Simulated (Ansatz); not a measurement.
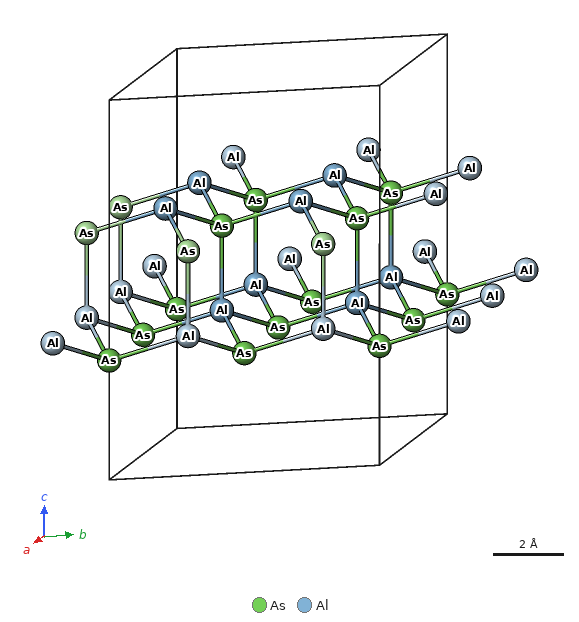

*The starting structure (ball-and-stick view of the 2 × 2 repeat of the cell, with the vacuum cut short, seen slightly off an axis; neighbours outside the cell are drawn fainter). An atom can appear more than once, as a periodic image.*

Near neighbours in the periodic cell (some may lie outside the picture): As has 3 Al at 2.48 Å; Al has 4 As at 2.48 Å; As has 4 Al at 2.48 Å; Al has 3 As at 2.48 Å.

**Geometry relaxation of AlAs (part 1 of 2)**

System: AlAs (slab, 4 atoms in the cell).
Method: DFT PBE, scalar-relativistic, plane waves, PAW, PAW set soft_1, no spin polarisation (Ansatz 0.2.0).

The structure derives from an entry of the Crystallography Open Database. The input holds or restrains some coordinates. Forces given for the steps count only the free coordinates.

### The input
```yaml
crystal:
  lattice:
    - [4.0498608267, 0.0, 0.0]
    - [-2.0249304133, 3.5072823577, 0.0]
    - [0.0, 0.0, 18.1333718978]
  atoms:
    - { symbol: As, position: [0.0, 0.0, 0.3860285908] }
    - { symbol: Al, position: [0.3333333333, 0.6666666667, 0.4316171545] }
    - { symbol: As, position: [0.3333333333, 0.6666666667, 0.5683828455] }
    - { symbol: Al, position: [0.6666666667, 0.3333333333, 0.6139714092] }
basis:
  ecutwfc: 420
kpoints:
  mp_grid: { grid: [9, 9, 1] }
hamiltonian:
  xc: pbe
  pseudopotentials: { kind: paw, azcp: { folder: soft_1 } }
scf:
  occupations: { method: gaussian, width: 0.05 }
output:
  forces: true
  eigenvalues: true
relax:
  adjacent_minimum: "off"
  f_tol: 0.03
  max_steps: 50
  constraints: [{ sites: [0, 1] }]
efield:
  axis: 3
  dipole_correction: true
  ramp_width: 0.04
```

Launch command:
```bash
ansatz run input.yaml --threads 1 --pin off --max-ram 3072MiB --backend cpu --events-out ev --progress --plain --runs-dir out
```

### Log
```
Engine: ansatz 0.2.0, aarch64-unknown-linux-gnu
Pseudopotentials: kind: paw
Pseudopotential: As, paw, valence charge 15, recommended cutoff 420 eV (normal), [file]
Pseudopotential: Al, paw, valence charge 3, recommended cutoff 420 eV (normal), [file]
Functional definition: PBE
  parameter kappa = 0.804
  parameter beta = 0.06672455060314922
  exchange = pbe_x(kappa = kappa, mu = beta*pi^2/3)
  correlation = pbe_c(beta = beta)
Crystal: 4 atoms, lattice volume = 257.567 Å³
Basis set: ecut = 420 eV, 5053 PW (Γ), exchange–correlation on 60×60×250 points (8 copies of the dense FFT grid, shifted against one another)
Bands: 22, of which v1, the nominal top of the filled ones, is band 18 counted from 1 (17 counted from 0)
Symmetry: 6 space group operations
Space group: P3m1 (ITA 156), of the structure as read, at distance tolerance 6.4e-5 Å
k-points: 12 of 81 (time reversal used)
Non-local potential: As, projectors of the file, l = 0: 2, l = 1: 2, l = 2: 3, l = 3: 1
Non-local potential: Al, projectors of the file, l = 0: 2, l = 1: 2, l = 2: 1
PAW form: soft (Blöchl's): semilocal exchange-correlation on the pseudo side does not see the compensation charge
PAW one-centre angular grid: As, 590 points (default); XC on 64 Gauss nodes
PAW one-centre angular grid: Al, 110 points (default); XC on 64 Gauss nodes
Initial density: superposition of atomic densities (neutral atoms: chi_scale 0, normalization atom)
Initial wavefunctions: pseudopotential atomic-orbital guess
Functional: x = pbe(κ = 0.804, μ = 0.2195149727645171), c = pbe(β = 0.06672455060314922)
SCF iter   1: F=—  HF=-10788.512407 eV  |F-HF|=—  |Δ(HF+E_count)|=         —  Δρ=2.47e-2  dr2=7.30e0  ethr=3.10e-3  p=0.000 e·Å  D=4.70e-8 V/Å  ΔV_dip=-0.00 eV  dr2_dipole=2.48e0  V_vac-E_F(+/−)=5.94/5.94 eV  ⟨swp⟩=7.2  Hψ=1416  notcnv=0
efield: sawtooth ramp at fractional position 0.9800 (placed from the atoms, in the widest stretch of the axis that holds none; the zero of the levels goes with the place), width 0.0400; the density the first Hamiltonian is built on has a dipole p = 0.000 e·Å; the dipole correction subtracts the counter field D = 4.70e-8 V/Å, which shifts the + side's vacuum level by -0.00 eV against the − side's; the planar-averaged density in the ramp window peaks in size at 5.4e-7 e/Å³
preconditioner: auto → Resta (q_TF=auto, 1.965 Å⁻¹)  ε∞=2.4  [insulator: Δε(μ)=1.930 eV  Ē_g=7.963 eV  σ=0.050 eV  W_gap=1.00  n_scr=40 (ndim 8)  ℏωp=9.3 eV  f_vac=0.550  D(μ)=0.00/eV (n_scr^D=0)  ε∞_Penn≈2.4  vacuum switching on, ρ_ref=4.6e-3 e/Å³]
SCF iter   2: F=—  HF=-10792.244119 eV  |F-HF|=—  |Δ(HF+E_count)|=    3.73e0  Δρ=3.97e-2  dr2=8.87e1  ethr=3.10e-3  p=0.595 e·Å  D=4.18e-1 V/Å  ΔV_dip=-7.58 eV  dr2_dipole=4.52e1  V_vac-E_F(+/−)=0.63/8.21 eV  ⟨swp⟩=5.7  Hψ=676  notcnv=0  recentre
preconditioner: auto → LDOS  [insulator: Δε(μ)=0.060 eV  Ē_g=6.708 eV  σ=0.050 eV  W_gap=0.54  n_scr=40 (ndim 8)  ℏωp=9.2 eV  f_vac=0.555  D(μ)=5.50/eV (n_scr^D=40)  ε∞_Penn≈2.9  β→1.0]
SCF iter   3: F=—  HF=-10788.081517 eV  |F-HF|=—  |Δ(HF+E_count)|=    4.16e0  Δρ=1.96e-2  dr2=4.99e0  ethr=3.10e-3  p=0.032 e·Å  D=2.22e-2 V/Å  ΔV_dip=-0.40 eV  dr2_dipole=1.79e0  V_vac-E_F(+/−)=5.47/5.88 eV  ⟨swp⟩=4.5  Hψ=580  notcnv=0  defer=2
SCF iter   4: F=—  HF=-10787.526389 eV  |F-HF|=—  |Δ(HF+E_count)|=   5.55e-1  Δρ=1.32e-2  dr2=1.54e0  ethr=3.10e-3  p=0.148 e·Å  D=1.04e-1 V/Å  ΔV_dip=-1.89 eV  dr2_dipole=3.88e-1  V_vac-E_F(+/−)=4.31/6.20 eV  ⟨swp⟩=2.8  Hψ=418  notcnv=0
SCF iter   5: F=—  HF=-10787.773810 eV  |F-HF|=—  |Δ(HF+E_count)|=   2.47e-1  Δρ=1.63e-2  dr2=1.12e1  ethr=3.10e-3  p=0.299 e·Å  D=2.10e-1 V/Å  ΔV_dip=-3.81 eV  dr2_dipole=5.60e0  V_vac-E_F(+/−)=2.20/6.01 eV  ⟨swp⟩=3.9  Hψ=589  notcnv=0  recentre
SCF iter   6: F=—  HF=-10787.306979 eV  |F-HF|=—  |Δ(HF+E_count)|=   4.67e-1  Δρ=1.91e-3  dr2=1.57e-1  ethr=3.10e-3  p=0.196 e·Å  D=1.38e-1 V/Å  ΔV_dip=-2.50 eV  dr2_dipole=6.73e-2  V_vac-E_F(+/−)=3.04/5.54 eV  ⟨swp⟩=2.6  Hψ=391  notcnv=0  defer=3
SCF iter   7: F=—  HF=-10787.310599 eV  |F-HF|=—  |Δ(HF+E_count)|=   3.62e-3  Δρ=2.33e-3  dr2=2.57e-1  ethr=4.35e-4  p=0.205 e·Å  D=1.44e-1 V/Å  ΔV_dip=-2.61 eV  dr2_dipole=1.25e-1  V_vac-E_F(+/−)=2.97/5.57 eV  ⟨swp⟩=1.9  Hψ=287  notcnv=0  defer=3
SCF iter   8: F=—  HF=-10787.298772 eV  |F-HF|=—  |Δ(HF+E_count)|=   1.18e-2  Δρ=4.40e-4  dr2=1.21e-3  ethr=4.35e-4  p=0.185 e·Å  D=1.30e-1 V/Å  ΔV_dip=-2.36 eV  dr2_dipole=1.32e-4  V_vac-E_F(+/−)=3.14/5.50 eV  ⟨swp⟩=2.4  Hψ=293  notcnv=0  defer=3
SCF iter   9: F=—  HF=-10787.299819 eV  |F-HF|=—  |Δ(HF+E_count)|=   1.05e-3  Δρ=6.38e-4  dr2=1.75e-2  ethr=3.36e-6  p=0.191 e·Å  D=1.34e-1 V/Å  ΔV_dip=-2.43 eV  dr2_dipole=9.22e-3  V_vac-E_F(+/−)=3.09/5.53 eV  ⟨swp⟩=2.2  Hψ=381  notcnv=0  defer=2
SCF iter  10: F=—  HF=-10787.298847 eV  |F-HF|=—  |Δ(HF+E_count)|=   9.72e-4  Δρ=1.02e-4  dr2=4.59e-4  ethr=3.36e-6  p=0.183 e·Å  D=1.29e-1 V/Å  ΔV_dip=-2.34 eV  dr2_dipole=2.10e-4  V_vac-E_F(+/−)=3.17/5.50 eV  ⟨swp⟩=1.5  Hψ=325  notcnv=0  defer=2
SCF iter  11: F=—  HF=-10787.298815 eV  |F-HF|=—  |Δ(HF+E_count)|=   3.24e-5  Δρ=3.82e-5  dr2=6.68e-5  ethr=1.28e-6  p=0.183 e·Å  D=1.28e-1 V/Å  ΔV_dip=-2.33 eV  dr2_dipole=3.39e-5  V_vac-E_F(+/−)=3.18/5.50 eV  ⟨swp⟩=1.0  Hψ=270  notcnv=0  defer=2
SCF iter  12: F=-10787.298811 eV  HF=-10787.298812 eV  |F-HF|=6.81e-7  |Δ(HF+E_count)|=   3.43e-6  Δρ=8.05e-6  dr2=5.40e-7  ethr=6.25e-8  p=0.182 e·Å  D=1.28e-1 V/Å  ΔV_dip=-2.32 eV  dr2_dipole=1.81e-7  V_vac-E_F(+/−)=3.18/5.50 eV  ⟨swp⟩=10.0  Hψ=1291  notcnv=0
SCF 1 converged in 12 iterations: F = -10787.298811 eV  dr2 = 5.40e-7
  greatest PAW one-centre occupation: 0.999 electrons in one spin orbital (limit 2), on the As atom at site 0 (counted from 0), in its partial waves of l = 2
relax step   1: F+E_penalty+E_count = -10787.29881097 eV  Δ(F+E_penalty+E_count) = +0.000e0 eV  max|allowed force component| = 1.348e0 eV/Å  Δτ_max = 0.0000 Å  (12 SCF iters, dr2 threshold 2.25e-5 eV, accepted)
Initial density: handed on by an earlier stage of this run
Initial wavefunctions: those handed on with the density
iter 1 solved again at ethr=3.25e-4 eV; its pass at ethr=3.10e-3 eV (dr2=1.17e-1 eV) is discarded
SCF iter   1: F=—  HF=-10787.429220 eV  |F-HF|=—  |Δ(HF+E_count)|=         —  Δρ=2.67e-3  dr2=1.00e-1  ethr=3.25e-4  p=0.182 e·Å  D=1.28e-1 V/Å  ΔV_dip=-2.32 eV  dr2_dipole=3.23e-2  V_vac-E_F(+/−)=3.08/5.41 eV  ⟨swp⟩=1.2  Hψ=1122  notcnv=0
efield: sawtooth ramp at fractional position 0.9800 (handed on by an earlier solve), width 0.0400; the density the first Hamiltonian is built on has a dipole p = 0.182 e·Å; the dipole correction subtracts the counter field D = 1.28e-1 V/Å, which shifts the + side's vacuum level by -2.32 eV against the − side's; the planar-averaged density in the ramp window peaks in size at 1.5e-6 e/Å³
preconditioner: auto → Resta (q_TF=auto, 1.965 Å⁻¹)  ε∞=2.6  [insulator: Δε(μ)=0.333 eV  Ē_g=7.335 eV  σ=0.050 eV  W_gap=1.00  n_scr=40 (ndim 8)  ℏωp=9.3 eV  f_vac=0.568  D(μ)=0.00/eV (n_scr^D=0)  ε∞_Penn≈2.6  vacuum switching on, ρ_ref=3.9e-3 e/Å³]
SCF iter   2: F=—  HF=-10787.476886 eV  |F-HF|=—  |Δ(HF+E_count)|=   4.77e-2  Δρ=5.42e-3  dr2=1.11e0  ethr=2.78e-4  p=0.242 e·Å  D=1.70e-1 V/Å  ΔV_dip=-3.09 eV  dr2_dipole=5.64e-1  V_vac-E_F(+/−)=2.71/5.79 eV  ⟨swp⟩=3.7  Hψ=446  notcnv=0
preconditioner: auto → LDOS  [insulator: Δε(μ)=0.170 eV  Ē_g=7.198 eV  σ=0.050 eV  W_gap=0.98  n_scr=40 (ndim 8)  ℏωp=9.3 eV  f_vac=0.569  D(μ)=0.17/eV (n_scr^D=2)  ε∞_Penn≈2.7  β→1.0]
SCF iter   3: F=—  HF=-10787.418764 eV  |F-HF|=—  |Δ(HF+E_count)|=   5.81e-2  Δρ=7.92e-4  dr2=1.42e-2  ethr=2.78e-4  p=0.191 e·Å  D=1.34e-1 V/Å  ΔV_dip=-2.44 eV  dr2_dipole=4.27e-3  V_vac-E_F(+/−)=3.09/5.53 eV  ⟨swp⟩=3.0  Hψ=469  notcnv=0
SCF iter   4: F=—  HF=-10787.417738 eV  |F-HF|=—  |Δ(HF+E_count)|=   1.03e-3  Δρ=4.20e-4  dr2=2.70e-3  ethr=3.95e-5  p=0.191 e·Å  D=1.34e-1 V/Å  ΔV_dip=-2.43 eV  dr2_dipole=7.28e-4  V_vac-E_F(+/−)=3.07/5.50 eV  ⟨swp⟩=2.0  Hψ=384  notcnv=0
SCF iter   5: F=—  HF=-10787.417355 eV  |F-HF|=—  |Δ(HF+E_count)|=   3.83e-4  Δρ=1.07e-4  dr2=2.40e-4  ethr=7.49e-6  p=0.193 e·Å  D=1.36e-1 V/Å  ΔV_dip=-2.46 eV  dr2_dipole=8.15e-5  V_vac-E_F(+/−)=3.06/5.52 eV  ⟨swp⟩=2.0  Hψ=342  notcnv=0
SCF iter   6: F=-10787.417334 eV  HF=-10787.417344 eV  |F-HF|=1.01e-5  |Δ(HF+E_count)|=   1.12e-5  Δρ=3.06e-5  dr2=9.75e-6  ethr=2.78e-7  p=0.193 e·Å  D=1.35e-1 V/Å  ΔV_dip=-2.46 eV  dr2_dipole=3.09e-6  V_vac-E_F(+/−)=3.06/5.52 eV  ⟨swp⟩=5.8  Hψ=1219  notcnv=0
SCF 2 converged in 6 iterations: F = -10787.417334 eV  dr2 = 9.75e-6
relax step   2: F+E_penalty+E_count = -10787.41733364 eV  Δ(F+E_penalty+E_count) = -1.185e-1 eV  max|allowed force component| = 4.474e-1 eV/Å  Δτ_max = 0.1043 Å  (6 SCF iters, dr2 threshold 1.00e-4 eV, accepted)
SCF iter   1: F=—  HF=-10787.440394 eV  |F-HF|=—  |Δ(HF+E_count)|=         —  Δρ=2.09e-3  dr2=2.25e-2  ethr=1.90e-3  p=0.193 e·Å  D=1.35e-1 V/Å  ΔV_dip=-2.46 eV  dr2_dipole=2.96e-4  V_vac-E_F(+/−)=3.04/5.50 eV  ⟨swp⟩=3.4  Hψ=720  notcnv=0
efield: sawtooth ramp at fractional position 0.9800 (handed on by an earlier solve), width 0.0400; the density the first Hamiltonian is built on has a dipole p = 0.193 e·Å; the dipole correction subtracts the counter field D = 1.35e-1 V/Å, which shifts the + side's vacuum level by -2.46 eV against the − side's; the planar-averaged density in the ramp window peaks in size at 1.1e-6 e/Å³
preconditioner: auto → Resta (q_TF=auto, 1.965 Å⁻¹)  ε∞=2.6  [insulator: Δε(μ)=0.196 eV  Ē_g=7.286 eV  σ=0.050 eV  W_gap=0.99  n_scr=40 (ndim 8)  ℏωp=9.3 eV  f_vac=0.564  D(μ)=0.02/eV (n_scr^D=0)  ε∞_Penn≈2.6  vacuum switching on, ρ_ref=3.8e-3 e/Å³]
SCF iter   2: F=—  HF=-10787.438363 eV  |F-HF|=—  |Δ(HF+E_count)|=   2.03e-3  Δρ=1.15e-3  dr2=1.18e-2  ethr=6.25e-5  p=0.199 e·Å  D=1.40e-1 V/Å  ΔV_dip=-2.53 eV  dr2_dipole=4.53e-3  V_vac-E_F(+/−)=3.03/5.57 eV  ⟨swp⟩=2.1  Hψ=440  notcnv=0
SCF iter   3: F=—  HF=-10787.440571 eV  |F-HF|=—  |Δ(HF+E_count)|=   2.21e-3  Δρ=1.12e-3  dr2=3.45e-2  ethr=3.28e-5  p=0.181 e·Å  D=1.27e-1 V/Å  ΔV_dip=-2.30 eV  dr2_dipole=1.77e-2  V_vac-E_F(+/−)=3.14/5.45 eV  ⟨swp⟩=2.0  Hψ=357  notcnv=0
SCF iter   4: F=—  HF=-10787.437553 eV  |F-HF|=—  |Δ(HF+E_count)|=   3.02e-3  Δρ=4.07e-4  dr2=6.46e-4  ethr=3.28e-5  p=0.195 e·Å  D=1.37e-1 V/Å  ΔV_dip=-2.49 eV  dr2_dipole=1.30e-4  V_vac-E_F(+/−)=3.04/5.52 eV  ⟨swp⟩=2.0  Hψ=338  notcnv=0
SCF iter   5: F=—  HF=-10787.437568 eV  |F-HF|=—  |Δ(HF+E_count)|=   1.49e-5  Δρ=7.31e-5  dr2=1.51e-5  ethr=1.80e-6  p=0.195 e·Å  D=1.37e-1 V/Å  ΔV_dip=-2.48 eV  dr2_dipole=7.31e-7  V_vac-E_F(+/−)=3.03/5.51 eV  ⟨swp⟩=1.8  Hψ=310  notcnv=0
SCF iter   6: F=-10787.437574 eV  HF=-10787.437574 eV  |F-HF|=1.01e-7  |Δ(HF+E_count)|=   5.78e-6  Δρ=2.25e-5  dr2=1.93e-6  ethr=3.47e-8  p=0.195 e·Å  D=1.37e-1 V/Å  ΔV_dip=-2.49 eV  dr2_dipole=4.81e-8  V_vac-E_F(+/−)=3.03/5.51 eV  ⟨swp⟩=7.9  Hψ=1218  notcnv=0
SCF 3 converged in 6 iterations: F = -10787.437574 eV  dr2 = 1.93e-6
relax step   3: F+E_penalty+E_count = -10787.43757409 eV  Δ(F+E_penalty+E_count) = -2.024e-2 eV  max|allowed force component| = 8.901e-2 eV/Å  Δτ_max = 0.0964 Å  (6 SCF iters, dr2 threshold 1.25e-5 eV, accepted)
```
